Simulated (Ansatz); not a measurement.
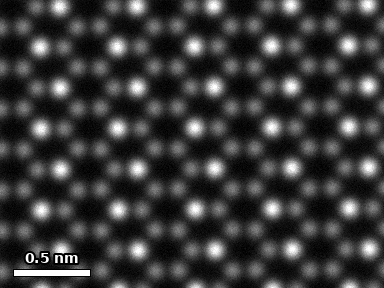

HAADF-like image of a crystal. The image is simulated as a sum over atoms of Z^1.8, blurred by a 0.91 Å probe (no channelling). The probe carries 15 % of its weight in a tail 2.5 times as wide. The display is stretched by a gamma of 0.8; percentages refer to the linear signal. Shot noise was added.

Q: Give the net of the columns and its spacings.

A: The pattern repeats on a rectangular net of 5.1 × 5.4 Å.

Q: Which plane group does this projection have?

A: p2mg: mirror lines in one direction, glide lines across them, twofold points on the glide lines.

Q: How many columns does the smallest repeating cell hold, and how many levels of brightness?

A: 8 columns in the primitive cell of 27.6 Å², with 2 levels of brightness (about 100, 40 % of the brightest, counted from the darkest point).

The crystal is TiAl3 (Pmmn, No. 59) seen along [100]. Structure used: coordinates from a relaxation with Ansatz, DFT r2SCAN, scalar-relativistic, plane waves, PAW; the starting structure was generated, so it need not be a known form of this composition.
